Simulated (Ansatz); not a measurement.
System: MoS₂, space group R3m (No. 160).

Starting cell:
```
CELL_PARAMETERS angstrom
-6.30590 0.00000 0.00000
-3.15295 -5.46107 0.00000
-3.15295 -1.82036 5.99653
ATOMIC_POSITIONS crystal
Mo 0.49998 0.49998 0.00005
Mo 0.99998 0.49998 0.00005
Mo 0.49998 0.99998 0.00005
Mo 0.99998 0.99998 0.00005
S 0.74644 0.74644 0.26068
S 0.24644 0.74644 0.26068
S 0.74644 0.24644 0.26068
S 0.24644 0.24644 0.26068
S 0.92028 0.92028 0.73917
S 0.42028 0.92028 0.73917
S 0.92028 0.42028 0.73917
S 0.42028 0.42028 0.73917
```

How it was computed, with Ansatz 0.2.0: one atom of a crystal moved along a line, all else fixed, by plane-wave density functional theory with PAW datasets, free energies less that of the undisturbed cell, pressure positive in compression; scalar-relativistic. Level: PBE with D3(BJ), no spin polarisation.

wave cutoff 420 eV; k mesh 6×6×6; occupations Gaussian; smearing width 0.05 eV; k shift (0, 0, 0) (mesh steps); start relaxed; moved atom 1; direction (1, 0, 0) (Cartesian unit vector).

What does the calculation give for the energy change, force along the direction (sum over moved atoms), pressure and gap on the k mesh against displacement? The displacement takes the values −0.3, −0.1, 0.0, 0.2 Å.

The energy rises on both sides of the starting structure, which is therefore a minimum along this path. The energy change is 1.13 eV/cell at displacement −0.3 Å and 0.51 eV/cell at 0.2 Å; the lowest computed point is at displacement 0.0 Å (0.00 eV/cell), and no other minimum shows among the points. The force along the direction (sum over moved atoms) falls from 7.5 eV/Å at displacement −0.3 Å to −5.0 eV/Å at 0.2 Å, and changes sign near 0.0 Å. The pressure goes from 2.094 GPa at displacement −0.3 Å to 0.939 GPa at 0.2 Å, not monotonically, with a low of 0.012 GPa at 0.0 Å. The gap on the k mesh stays open and runs from 0.333 eV at displacement −0.3 Å to 0.518 eV at 0.2 Å, with its largest value, 0.789 eV, at 0.0 Å.

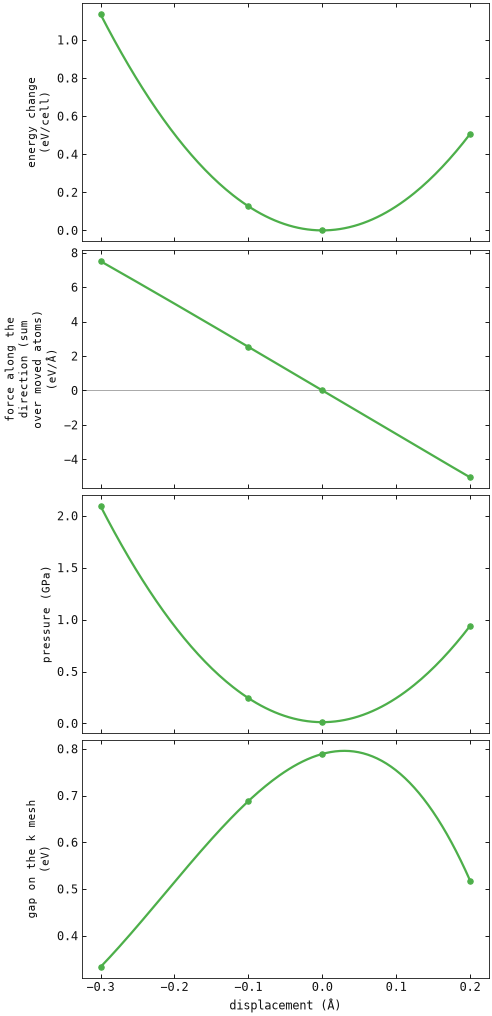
